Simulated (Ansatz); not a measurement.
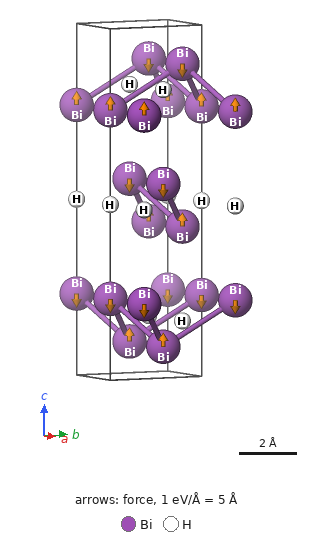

Starting geometry of a crystal of Bi₂H (set up in R-3m) (coarse preliminary run) with the computed forces as orange arrows. Style: ball-and-stick. Shown: the conventional cell (3 times the calculation's cell), repeated 2 × 1 × 1 with one cell outlined, from a free direction. Lengths and directions refer to the drawn axes.

Case: 1 H put on empty site 2 of 1 host cells, relaxed.

Method: DFT r2SCAN, scalar-relativistic, plane waves, PAW in Ansatz.

The input:
```yaml
crystal:
  lattice:
    - [2.2686138459, 1.3097848146, 4.1168231097]
    - [-2.2686138459, 1.3097848146, 4.1168231097]
    - [0.0, -2.6195696293, 4.1168231097]
  atoms:
    - { symbol: Bi, position: [0.231611074, 0.231611074, 0.231611074] }
    - { symbol: Bi, position: [0.768388926, 0.768388926, 0.768388926] }
    - { symbol: H, position: [0.5, 0.5, 0.5] }
basis:
  ecutwfc: 500
kpoints:
  mp_grid: { grid: [6, 6, 6] }
hamiltonian:
  xc: r2scan
scf:
  occupations: { method: gaussian, width: 0.1 }
output:
  forces: true
  stress: true
  eigenvalues: true
relax:
  adjacent_minimum: "off"
  f_tol: 0.0325
  max_steps: 70
  cell: { stress_tol: 0.24 }
```

Launched with:
```bash
ansatz run input.yaml --threads 2 --pin off --max-ram 5120MiB --backend cpu --events-out ev --progress --plain --runs-dir out
```

**Is this structure relaxed? If not, where do the atoms go?**

It isn't relaxed: the largest force vector, on Bi atoms, is 0.10 eV/Å. The atoms end up moving mostly along the starting forces (cosine between the two patterns 1.00). The largest moves relative to the cell, 0.047 Å, are those of Bi1 and Bi2. Bi2 goes along +c. H stays in place. The drawn cell changes as follows: a = b 4.537 → 4.511 Å (−0.6 %), c 12.350 → 13.037 Å (+5.6 %); the volume changes by +4.4 %. Some distances before and after: Bi1–Bi2 3.072 → 3.057 Å. The space group stays R-3m (No. 166). After 4 accepted moves (5 points after the start) the energy has fallen by 13.6 meV per cell of the calculation. The largest force component goes from 0.1 to 0.022 eV/Å. The pressure goes from 0.30 to 0.02 GPa. At 1 point the geometry stayed and the basis and grid were re-selected for the new cell (energy shift of 0.9 meV per cell of the calculation at most each time). Cost: 25 s on 2 threads of Intel(R) Xeon(R) Platinum 8259CL CPU @ 2.50GHz (Skylake/Cascade Lake) (shared host), peak memory 0.71 GiB.
